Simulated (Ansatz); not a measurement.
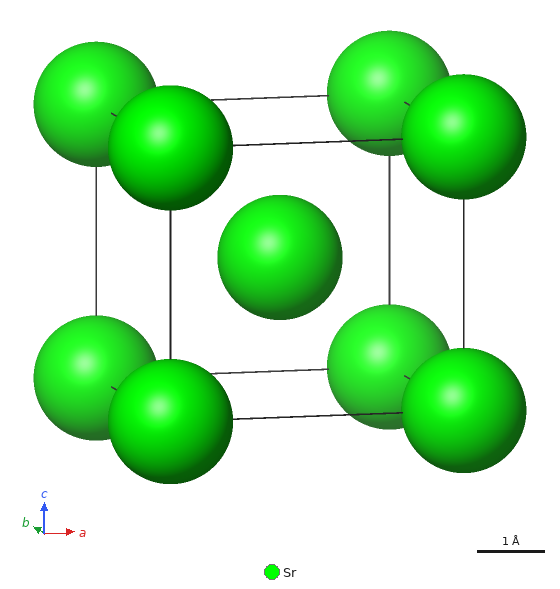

Reference structure: a symmetric starting cell of Sr (made from another compound by putting Sr in place of Mg). The picture is a spheres-only view of the conventional cell (2 times the calculation's cell), seen slightly off an axis. Lengths and directions refer to the drawn axes.

Theory: DFT PBEsol, scalar-relativistic, plane waves, PAW in Ansatz 0.2.0. Set-up: plane-wave cutoff 420 eV; k-point mesh 14 × 14 × 14; occupations gaussian; smearing width 0.1 eV; no spin polarisation.

The variant: All lengths are scaled by −3.6 % (volume −10.4 %), the atoms keeping their fractional coordinates. No relaxation follows. The starting cell wasn't computed here and needn't be at equilibrium, so pressure and forces aren't due to the change alone.

### What is the effect?

The pressure is 6.2 GPa (not all of it need come from the change, since the unchanged cell can be under pressure at this level too). The principal stresses (compression positive) are 7.0 GPa along c and 5.7 GPa across it. All forces vanish by symmetry. Near-neighbour distances before and after: Sr–Sr 4.131 → 3.983 Å, Sr–Sr 3.803 → 3.667 Å. The space group stays I4/mmm (No. 139).

The changed structure in the same view:

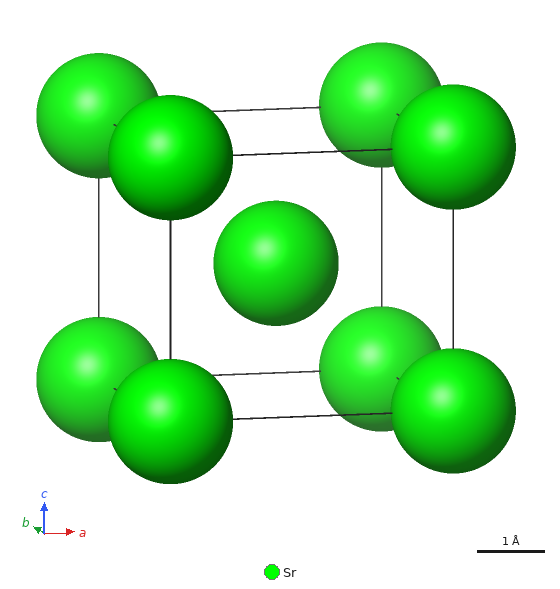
